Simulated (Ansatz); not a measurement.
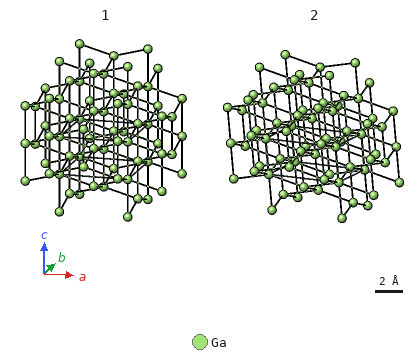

Two geometries of crystalline Ga (a generated structure, set up in I4_1/amd), drawn at one scale. One is the start of a relaxation, the other its converged end. A ball-and-stick model of the conventional cell (2 times the calculation's cell), repeated 1 × 1 × 2 with one cell outlined, seen slightly off an axis. Lengths and directions refer to the drawn axes.

All numbers below come from DFT, PBE, plane waves (420 eV) with PAW, scalar-relativistic (Ansatz). Set-up: plane-wave cutoff 420 eV; k-point mesh 12 × 12 × 8; occupations fermi dirac; smearing width 0.1 eV; no spin polarisation; cell and atoms relaxed; force threshold 0.01 eV/Å; at most 60 steps.

Question: Which one is relaxed?

Answer: Structure 2 is the relaxed one. Phase: beta-Sn type. The largest moves relative to the cell, 0.072 Å, are those of Ga atoms. The volume changes by −5.4 %, with a = b 5.322 → 5.348 Å (+0.5 %), c 2.906 → 2.808 Å (−3.4 %), α 90.0° → 97.9°, β 90.0° → 97.9°, γ 90.0° → 80.3°. Near-neighbour distances that change, for instance: Ga–Ga 2.906 → 2.808 Å, Ga–Ga 2.758 → 2.766 Å. Among the angles between lasting bonds that change: Ga–Ga–Ga 94.0° → 110.5°, Ga–Ga–Ga 94.0° → 84.5°, Ga–Ga–Ga 105.3° → 97.0°. The space group (tolerance 0.01 Å) goes from I4_1/amd (No. 141) to C2/c (No. 15). The energy falls by 34.2 meV per atom in 12 accepted moves (15 points after the start). The largest force component goes from 0.00038 to 0.00032 eV/Å. The pressure goes from −1.80 to 0.00 GPa. The line search rejected the trial step at point 8 of the run. The SCF was repeated twice at an unchanged geometry on a basis and grid sized afresh for the cell, which shifted the energy by 0.5 meV per atom at most. Cost: 5.8 min on 1 thread of Intel(R) Xeon(R) Platinum 8259CL CPU @ 2.50GHz (Skylake/Cascade Lake), with other jobs on the host, peak memory 0.68 GiB.
